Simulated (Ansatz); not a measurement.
System: Sn₇O₈.

```
Sn O
1.0
     5.35740   -0.00450   -0.00097
    -0.00450    5.35748   -0.00054
    -0.00207   -0.00122    9.08235
Sn O
7 8
Direct
  0.50000 0.50000 0.85932
  0.50000 0.99999 0.11901
  0.99998 0.50002 0.11902
  0.50016 0.50009 0.37594
  0.00019 0.00013 0.37660
  0.49984 0.99992 0.64789
  0.99987 0.49988 0.64791
  0.24832 0.75175 0.24796
  0.75181 0.24836 0.24795
  0.74174 0.74175 0.74952
  0.25810 0.25812 0.74958
  0.25779 0.74207 0.75025
  0.74205 0.25780 0.75028
  0.75183 0.75188 0.24768
  0.24829 0.24822 0.24763
```

Space group Cmm2; a generated structure, not necessarily the stable one.

These are results of Ansatz 0.2.0, DFT PBEsol, scalar-relativistic, plane waves, PAW, not measurements.

> Predict the valence pseudo-density and electron localisation function between the atoms.

Sn–O (2.11 Å): ρ is about 0.6 e/Å³ halfway; the ELF peaks at about 0.80 in the valence shell of O, 0.6 Å from its nucleus, and is about 0.25 at the midpoint (no shared electron pair shows on this line).
Sn–O (2.23 Å): ρ is about 0.47 e/Å³ halfway; the ELF peaks at about 0.85 in the valence shell of O, 0.6 Å from its nucleus, and is about 0.20 at the midpoint: no shared electron pair shows on this line.

> Does the calculation give a band gap?

It is metallic or semimetallic at this level of theory: no gap opens.

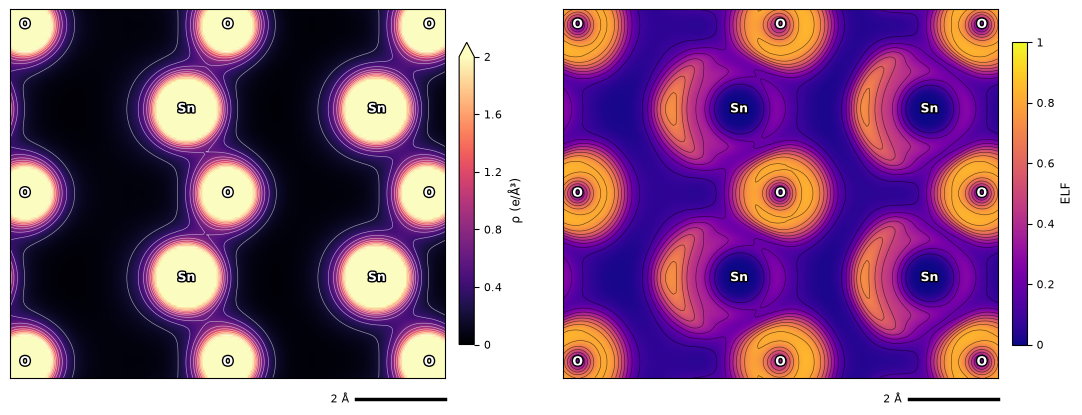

Computed valence pseudo-density and electron localisation function on the (110) plane of the standardised cell, in this order. 

In a PAW calculation such maps are meaningful between the atoms, not at the nuclei.
